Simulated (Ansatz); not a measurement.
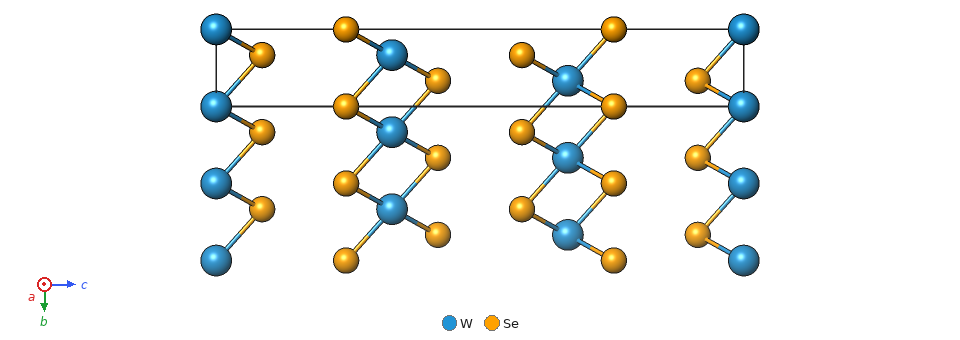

The picture looks along a close-packed row of the hexagonal mesh; c points to the right. Every atom sits on one of the three columns of the mesh; call them A, B, C in the order in which they first turn up. The sequence starts with the first layer at or above the cell's origin.

WSe2: the input geometry of an electronic-structure calculation (not necessarily at equilibrium); the starting structure was generated, so it need not be a known form of this composition.

**List the layers of one repeat.**

W(A) – Se(B) – Se(A) – W(B) – Se(C) – Se(B) – W(C) – Se(A) – Se(C) (nine layers in 19.49 Å).

**How are the Se layers alone stacked?**

Se layers alone: BACBAC, the cubic close-packed type.

**Which positions between or in the Se layers do the other atoms fill?**

W: three octahedral sites (per hexagonal cell). Three of the six gaps between Se layers are empty, 3.10 Å wide.

**What short polytype symbol fits?**

Polytype symbol 3R, the symbol of a layered MX2 polytype (number of slabs in the repeat and lattice).
